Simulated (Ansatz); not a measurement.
## Geometry relaxation of C7O (part 1 of 3)

C7O (slab, 8 atoms in the cell), computed with DFT PBE+D3(BJ), scalar-relativistic, plane waves, PAW, no spin polarisation (Ansatz 0.2.0).

The structure derives from an entry of the Crystallography Open Database. The input holds or restrains some coordinates. Forces given for the steps count only the free coordinates. It belongs to a series of runs on one base structure; here: CO put at a hollow C-C site.

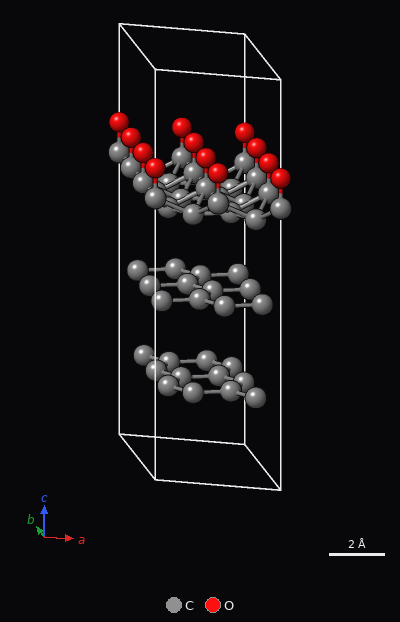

Figure 1. The starting structure (ball-and-stick view of the 2 × 3 repeat of the cell, with the vacuum cut short, seen slightly off an axis). An atom can appear more than once, as a periodic image. Near neighbours in the periodic cell (some may lie outside the picture): C has 3 C at 1.42 Å; C has 6 C at 1.42 to 1.58 Å; C has 6 C at 1.58 Å and 1 O at 1.15 Å; O has 1 C at 1.15 Å.

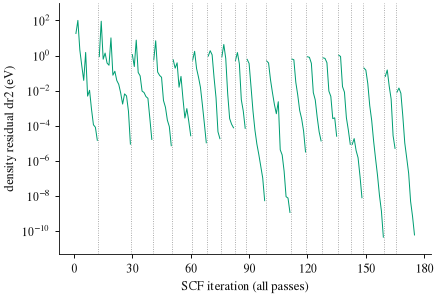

Figure 2. Convergence of the self-consistent field: density residual dr2 against the SCF iteration. The dotted lines part the SCF passes of the relaxation: geometry steps, rejected trials and re-solves on a re-selected basis. The 19 passes take 6 to 17 iterations each, 175 in all.

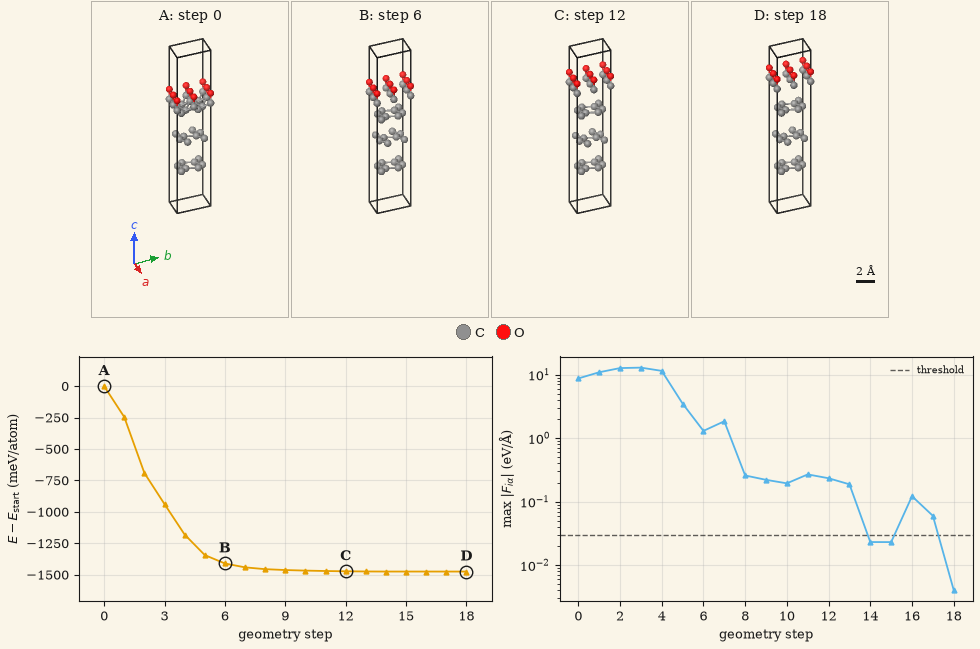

Figure 3. Frames of the restrained relaxation (ball-and-stick view of the 2 × 2 repeat of the cell, with the vacuum cut short, seen slightly off an axis) above the curves, on which the letters mark them (the first geometry is step 0 here and step 1 in the log).

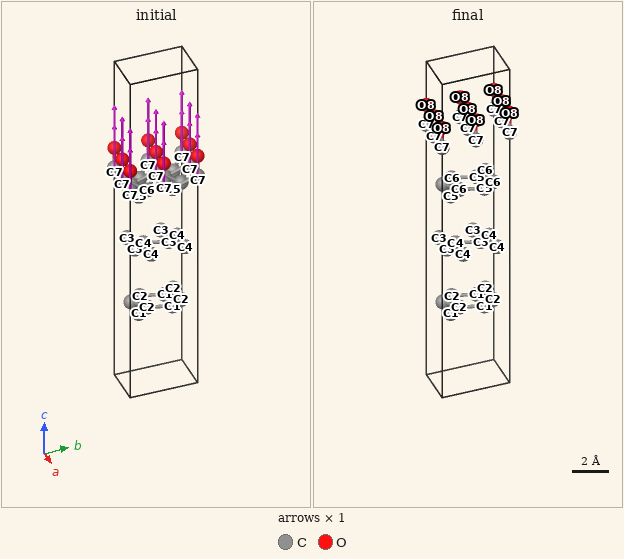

Figure 4. Before (left) and after (right) the restrained relaxation, at one scale (ball-and-stick view of the 2 × 2 repeat of the cell, with the vacuum cut short, seen slightly off an axis). The pink arrows give the displacements, at true length. Over 18 geometry steps the energy falls by 1474 meV per atom. The largest force component goes from 8.7 to 0.0041 eV/Å. The atom that moves furthest is C7 (2.51 Å). By element the largest moves are C 2.51 Å, O 2.50 Å. The cell doesn't change. Distances before and after: C5–C7 1.577 → 3.473 Å, C7–O8 1.150 → 1.134 Å. Bonds break: C5–C7 (1.58 → 3.47 Å), C6–C7 (1.58 → 3.47 Å). (Atoms are counted from 1 in the order of the input.)

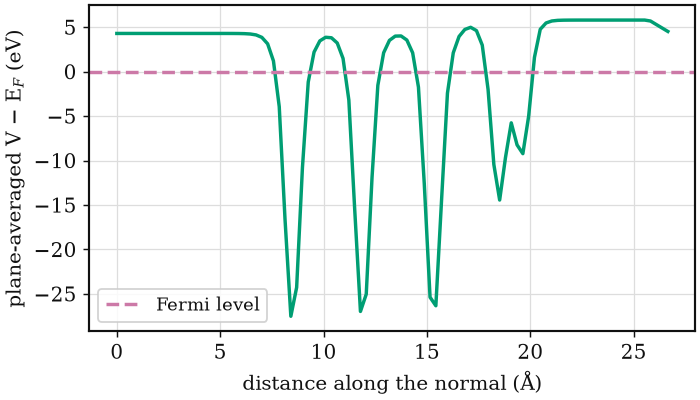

Figure 5. Plane average of the electrostatic potential energy of an electron across the cell, from the Fermi level. The vacuum level lies 5.81 eV above the Fermi level on the upper side and 4.30 eV on the lower.

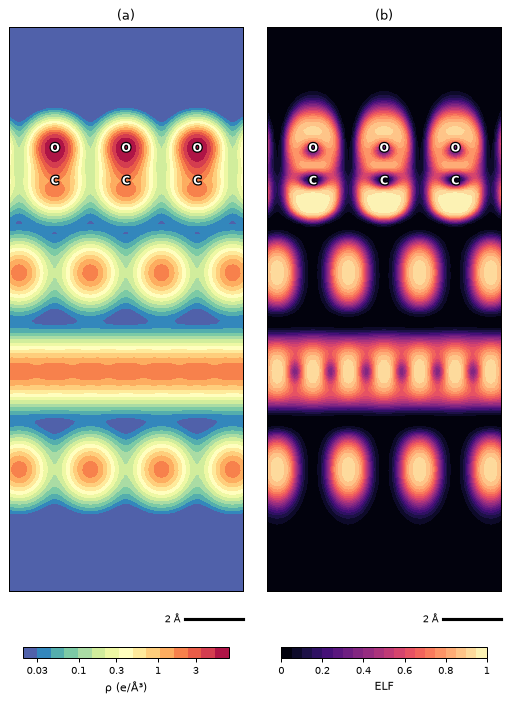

Figure 6. (a) valence pseudo-density; (b) ELF on the (11̄0) plane of the calculation cell, a cut from vacuum to vacuum. The section cuts through C and O sites. C–O (1.13 Å): ρ at the midpoint is about 4.1 e/Å³; the ELF peaks at about 0.85 between the atoms (inside overlapping PAW spheres, so only a guide) (a double or triple bond). The density dies away to nearly zero in the vacuum. Core electrons are frozen (PAW), so the fields are smoothed inside the atomic spheres.

These pictures come from the run below.

## Input
```yaml
crystal:
  lattice:
    - [2.4656258796, 0.0, 0.0]
    - [-1.2328129398, 2.1341717713, 0.0]
    - [0.0, 0.0, 26.9342703304]
  atoms:
    - { symbol: C, position: [0.6666996624, 0.3333993247, 0.3155830804] }
    - { symbol: C, position: [0.3333003376, 0.6666006753, 0.3155830804] }
    - { symbol: C, position: [0.1666996624, 0.3333993247, 0.4415243116] }
    - { symbol: C, position: [0.8333003376, 0.6666006753, 0.4415243116] }
    - { symbol: C, position: [0.6666996624, 0.3333993247, 0.5674655427] }
    - { symbol: C, position: [0.3333003376, 0.6666006753, 0.5674655427] }
    - { symbol: C, position: [1.0, 1.0, 0.5927121891] }
    - { symbol: O, position: [1.0, 1.0, 0.6354087236] }
basis:
  ecutwfc: 420
kpoints:
  mp_grid: { grid: [12, 12, 1] }
hamiltonian:
  xc: pbe
  dispersion: d3bj
scf:
  occupations: { method: gaussian, width: 0.05 }
output:
  forces: true
  eigenvalues: true
  write_density: true
  write_potential: true
  elf: true
  volumetric_format: npy
relax:
  adjacent_minimum: "off"
  f_tol: 0.03
  max_steps: 70
  constraints: [{ sites: [0, 1] }]
efield:
  axis: 3
  dipole_correction: true
  ramp_width: 0.04
```

Command:
```bash
ansatz run input.yaml --threads 1 --pin off --max-ram 2560MiB --backend cpu --events-out ev --progress --plain --runs-dir out
```

## Log
```
Engine: ansatz 0.2.0, x86_64-unknown-linux-gnu
Pseudopotentials: kind: paw
Pseudopotential: C, paw, valence charge 4, recommended cutoff 420 eV (normal), C.paw.azcp
Pseudopotential: O, paw, valence charge 6, recommended cutoff 420 eV (normal), O.paw.azcp
Functional definition: PBE
  parameter kappa = 0.804
  parameter beta = 0.06672455060314922
  exchange = pbe_x(kappa = kappa, mu = beta*pi^2/3)
  correlation = pbe_c(beta = beta)
Crystal: 8 atoms, lattice volume = 141.730 Å³
Basis set: ecut = 420 eV, 2689 PW (Γ), exchange–correlation on 36×36×384 points (8 copies of the dense FFT grid, shifted against one another)
Bands: 25, of which v1, the nominal top of the filled ones, is band 17 counted from 1 (16 counted from 0)
Symmetry: 4 space group operations
Space group: Cmm2 (ITA 35), of the structure as read, at distance tolerance 5.2e-5 Å
k-points: 43 of 144
Non-local potential: C, projectors of the file, l = 0: 2, l = 1: 2, l = 2: 1
Non-local potential: O, projectors of the file, l = 0: 2, l = 1: 2, l = 2: 1
PAW form: soft (Blöchl's): semilocal exchange-correlation on the pseudo side does not see the compensation charge
PAW one-centre angular grid: C, 110 points (default); XC on 64 Gauss nodes
PAW one-centre angular grid: O, 110 points (default); XC on 64 Gauss nodes
Initial density: superposition of atomic densities (neutral atoms: chi_scale 0, normalization atom), corrected by the library's trained network
Initial wavefunctions: pseudopotential atomic-orbital guess
Functional: x = pbe(κ = 0.804, μ = 0.2195149727645171), c = pbe(β = 0.06672455060314922)
SCF iter   1: F=—  HF=-2311.156152 eV  |F-HF|=—  |Δ(HF+E_count)|=         —  Δρ=3.34e-2  dr2=1.82e1  ethr=1.77e-3  p=0.058 e·Å  D=7.44e-2 V/Å  ΔV_dip=-2.00 eV  dr2_dipole=8.38e0  V_vac-E_F(+/−)=4.67/6.67 eV  ⟨swp⟩=9.5  Hψ=6963  notcnv=0  defer=44
efield: sawtooth ramp at fractional position 0.9555 (placed from the atoms, in the widest stretch of the axis that holds none; the zero of the levels goes with the place), width 0.0400; the density the first Hamiltonian is built on has a dipole p = 0.058 e·Å; the dipole correction subtracts the counter field D = 7.44e-2 V/Å, which shifts the + side's vacuum level by -2.00 eV against the − side's; the planar-averaged density in the ramp window peaks in size at 3.8e-5 e/Å³
preconditioner: auto → LDOS  [insulator: Δε(μ)=0.108 eV  Ē_g=16.138 eV  σ=0.050 eV  W_gap=0.87  n_scr=18 (ndim 8)  ℏωp=18.0 eV  f_vac=0.569  D(μ)=0.59/eV (n_scr^D=6)  ε∞_Penn≈2.2  β→1.0]
SCF iter   2: F=—  HF=-2314.016116 eV  |F-HF|=—  |Δ(HF+E_count)|=    2.86e0  Δρ=1.06e-1  dr2=1.01e2  ethr=1.77e-3  p=-0.308 e·Å  D=-3.94e-1 V/Å  ΔV_dip=10.60 eV  dr2_dipole=4.71e1  V_vac-E_F(+/−)=11.44/0.84 eV  ⟨swp⟩=6.4  Hψ=3795  notcnv=0  defer=91  recentre
SCF iter   3: F=—  HF=-2310.343043 eV  |F-HF|=—  |Δ(HF+E_count)|=    3.67e0  Δρ=1.87e-2  dr2=2.10e0  ethr=1.77e-3  p=-0.015 e·Å  D=-1.97e-2 V/Å  ΔV_dip=0.53 eV  dr2_dipole=9.06e-1  V_vac-E_F(+/−)=6.40/5.87 eV  ⟨swp⟩=3.9  Hψ=3059  notcnv=0  defer=136
SCF iter   4: F=—  HF=-2310.191369 eV  |F-HF|=—  |Δ(HF+E_count)|=   1.52e-1  Δρ=5.81e-3  dr2=2.66e-1  ethr=1.77e-3  p=-0.063 e·Å  D=-8.02e-2 V/Å  ΔV_dip=2.16 eV  dr2_dipole=1.29e-1  V_vac-E_F(+/−)=7.22/5.06 eV  ⟨swp⟩=2.4  Hψ=1625  notcnv=0  defer=137
SCF iter   5: F=—  HF=-2310.173241 eV  |F-HF|=—  |Δ(HF+E_count)|=   1.81e-2  Δρ=2.00e-3  dr2=3.84e-2  ethr=7.83e-4  p=-0.091 e·Å  D=-1.16e-1 V/Å  ΔV_dip=3.12 eV  dr2_dipole=6.87e-3  V_vac-E_F(+/−)=7.74/4.61 eV  ⟨swp⟩=2.4  Hψ=1531  notcnv=0  defer=127
SCF iter   6: F=—  HF=-2310.228862 eV  |F-HF|=—  |Δ(HF+E_count)|=   5.56e-2  Δρ=7.05e-3  dr2=1.51e0  ethr=1.13e-4  p=-0.149 e·Å  D=-1.90e-1 V/Å  ΔV_dip=5.11 eV  dr2_dipole=7.38e-1  V_vac-E_F(+/−)=7.86/2.75 eV  ⟨swp⟩=4.0  Hψ=2387  notcnv=0  defer=134  recentre
SCF iter   7: F=—  HF=-2310.167161 eV  |F-HF|=—  |Δ(HF+E_count)|=   6.17e-2  Δρ=8.15e-4  dr2=4.88e-3  ethr=1.13e-4  p=-0.102 e·Å  D=-1.30e-1 V/Å  ΔV_dip=3.49 eV  dr2_dipole=3.65e-4  V_vac-E_F(+/−)=7.72/4.23 eV  ⟨swp⟩=3.6  Hψ=2129  notcnv=0  defer=129
SCF iter   8: F=—  HF=-2310.167699 eV  |F-HF|=—  |Δ(HF+E_count)|=   5.38e-4  Δρ=7.28e-4  dr2=1.05e-2  ethr=1.44e-5  p=-0.099 e·Å  D=-1.26e-1 V/Å  ΔV_dip=3.40 eV  dr2_dipole=3.03e-3  V_vac-E_F(+/−)=7.75/4.35 eV  ⟨swp⟩=2.5  Hψ=1881  notcnv=0  defer=119
SCF iter   9: F=—  HF=-2310.166601 eV  |F-HF|=—  |Δ(HF+E_count)|=   1.10e-3  Δρ=3.63e-4  dr2=8.82e-4  ethr=1.44e-5  p=-0.103 e·Å  D=-1.31e-1 V/Å  ΔV_dip=3.54 eV  dr2_dipole=3.56e-4  V_vac-E_F(+/−)=7.75/4.21 eV  ⟨swp⟩=2.0  Hψ=1163  notcnv=0  defer=119
SCF iter  10: F=—  HF=-2310.166562 eV  |F-HF|=—  |Δ(HF+E_count)|=   3.89e-5  Δρ=1.52e-4  dr2=1.13e-4  ethr=2.60e-6  p=-0.102 e·Å  D=-1.31e-1 V/Å  ΔV_dip=3.52 eV  dr2_dipole=1.72e-6  V_vac-E_F(+/−)=7.75/4.23 eV  ⟨swp⟩=1.1  Hψ=997  notcnv=0  defer=119
SCF iter  11: F=—  HF=-2310.166562 eV  |F-HF|=—  |Δ(HF+E_count)|=   2.47e-7  Δρ=9.85e-5  dr2=8.19e-5  ethr=3.34e-7  p=-0.102 e·Å  D=-1.31e-1 V/Å  ΔV_dip=3.52 eV  dr2_dipole=8.86e-6  V_vac-E_F(+/−)=7.74/4.23 eV  ⟨swp⟩=2.0  Hψ=1390  notcnv=0  defer=119
SCF iter  12: F=-2310.166538 eV  HF=-2310.166555 eV  |F-HF|=1.72e-5  |Δ(HF+E_count)|=   7.25e-6  Δρ=3.20e-5  dr2=1.47e-5  ethr=6.62e-8  p=-0.102 e·Å  D=-1.31e-1 V/Å  ΔV_dip=3.52 eV  dr2_dipole=3.16e-6  V_vac-E_F(+/−)=7.74/4.22 eV  ⟨swp⟩=26.6  Hψ=13690  notcnv=0
SCF 1 converged in 12 iterations: F = -2310.166538 eV  dr2 = 1.47e-5
  greatest PAW one-centre occupation: 0.895 electrons in one spin orbital (limit 2), on the O atom at site 7 (counted from 0), in its partial waves of l = 0
relax step   1: F+E_penalty+E_count = -2310.16653802 eV  Δ(F+E_penalty+E_count) = +0.000e0 eV  max|allowed force component| = 8.712e0 eV/Å  Δτ_max = 0.0000 Å  (12 SCF iters, dr2 threshold 2.25e-5 eV, accepted)
Initial density: handed on by an earlier stage of this run
Initial wavefunctions: those handed on with the density
iter 1 solved again at ethr=2.53e-3 eV; its pass at ethr=3.10e-3 eV (dr2=8.61e-1 eV) is discarded
```
